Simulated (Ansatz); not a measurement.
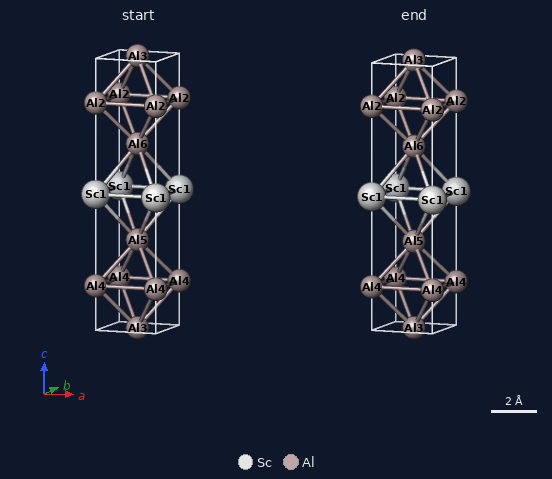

The structure of crystalline ScAl5 (a generated structure, set up in P4/mmm) before (left) and after (right) a relaxation, at one scale.

A ball-and-stick model of the cell of the calculation, seen slightly off an axis.

Computed with DFT PBE, scalar-relativistic, plane waves, PAW in Ansatz.

Input file:
```yaml
crystal:
  lattice:
    - [2.9063127699, 0.0, 0.0]
    - [0.0, 2.9063127699, 0.0]
    - [0.0, 0.0, 12.3826523699]
  atoms:
    - { symbol: Sc, position: [0.0, 0.0, 0.5], spin: 0.36 }
    - { symbol: Al, position: [0.0, 0.0, 0.8364938331] }
    - { symbol: Al, position: [0.5, 0.5, 0.0] }
    - { symbol: Al, position: [0.0, 0.0, 0.1635061669] }
    - { symbol: Al, position: [0.5, 0.5, 0.3230756261] }
    - { symbol: Al, position: [0.5, 0.5, 0.6769243739] }
basis:
  ecutwfc: 420
kpoints:
  mp_grid: { grid: [14, 14, 4] }
hamiltonian:
  xc: pbe
scf:
  occupations: { method: gaussian, width: 0.1 }
output:
  forces: true
  stress: true
  eigenvalues: true
  populations: true
magnetization:
  spin_polarized: true
relax:
  adjacent_minimum: "off"
  f_tol: 0.01
  max_steps: 80
  cell: { stress_tol: 0.05 }
```

Command:
```bash
ansatz run input.yaml --threads 1 --pin off --max-ram 2560MiB --backend cpu --events-out ev --progress --plain --runs-dir out
```

Question: What changed between the two?

Answer: After 3 accepted moves (4 points after the start) the energy has fallen by 1.9 meV per atom. Largest force component: 0.066 eV/Å at the start, 0.00075 eV/Å at the end. Pressure: 0.29 GPa at the start and 0.00 GPa at the end. At 1 point the geometry stayed and the basis and grid were re-selected for the new cell (energy shift of less than 0.05 meV per atom at most each time). The largest moves relative to the cell, 0.013 Å, are those of Al2 and Al4. Al2 goes along +c. Sc stays in place. The drawn cell changes as follows: a = b 2.906 → 2.938 Å (+1.1 %), c 12.383 → 12.180 Å (−1.6 %); the volume changes by +0.5 %. Some distances before and after: Sc1–Sc1 2.906 → 2.938 Å, Al2–Al2 2.906 → 2.938 Å, Al2–Al3 2.885 → 2.869 Å. The space group stays P4/mmm (No. 123). Cost: 5.1 min on 1 thread of AMD EPYC (Zen 3), with other jobs on the host, peak memory 0.67 GiB.
